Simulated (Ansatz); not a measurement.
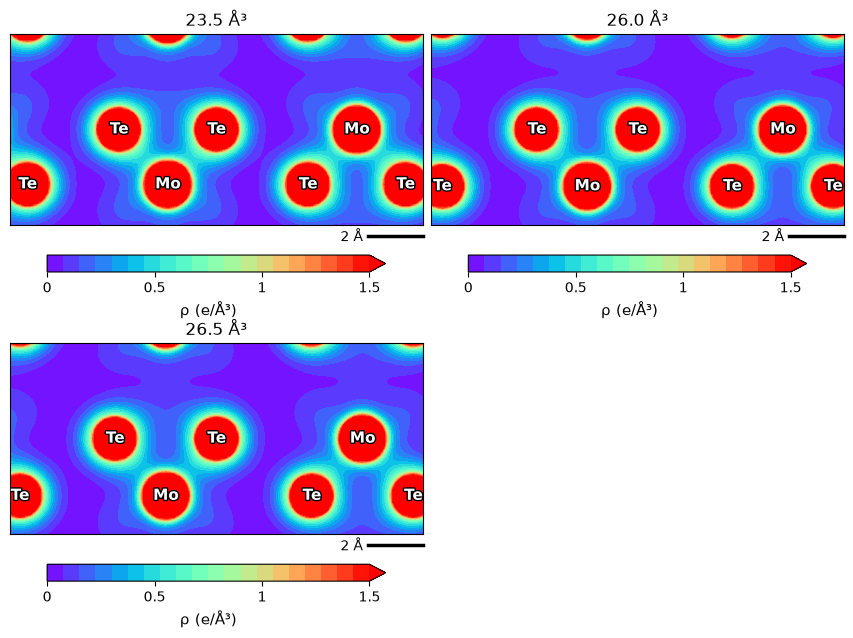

Te$_{2}$Mo. The valence pseudo-density of cells scaled evenly to different volumes (given per atom above each panel), on the (110) plane of each (indices in the axes of the cell below), at one length scale and on one colour scale.

Method: Ansatz 0.2.0, Kohn-Sham DFT of a periodic cell, r2SCAN with D3(BJ), Ansatz PAW.

In a PAW calculation such maps are meaningful between the atoms, not at the nuclei.

The largest cell:

```yaml
crystal:
  lattice:
    - [3.58720, 0.00000, 0.00000]
    - [-1.79360, 3.10661, 0.00000]
    - [0.00000, 0.00000, 14.24766]
  atoms:
    - { symbol: Te, position: [0.66667, 0.33333, 0.37900] }
    - { symbol: Te, position: [0.33333, 0.66667, 0.87900] }
    - { symbol: Te, position: [0.66667, 0.33333, 0.12100] }
    - { symbol: Te, position: [0.33333, 0.66667, 0.62100] }
    - { symbol: Mo, position: [0.66667, 0.33333, 0.75000] }
    - { symbol: Mo, position: [0.33333, 0.66667, 0.25000] }
```

| volume (Å³/atom) | Te–Mo contact in the plane (Å) | ρ at its midpoint (e/Å³) | pressure (GPa) | gap on the mesh (eV) | 
| --- | --- | --- | --- | --- |
| 23.47 | 2.660 | 0.500 | 8.1 | 0.86 | 
| 24.96 | 2.716 | ? | ? | ? | 
| 25.96 | 2.752 | 0.438 | −3.2 | 0.91 | 
| 26.46 | 2.769 | 0.427 | −4.8 | 0.91 | 

### Estimate the missing row, and compare with the calculation.

Over the known rows ln ρ falls by 1.44 per Å of Te–Mo distance (a least-squares line), which gives 0.461 e/Å³ at 2.716 Å; the calculation gives 0.461 e/Å³. For the pressure, a straight line in volume between the neighbouring rows gives 1.3 GPa; the calculation gives 0.6, lower because pressure rises ever faster on compression. For the gap on the mesh, a straight line in volume between the neighbouring rows gives 0.89 eV; the calculation gives 0.89.
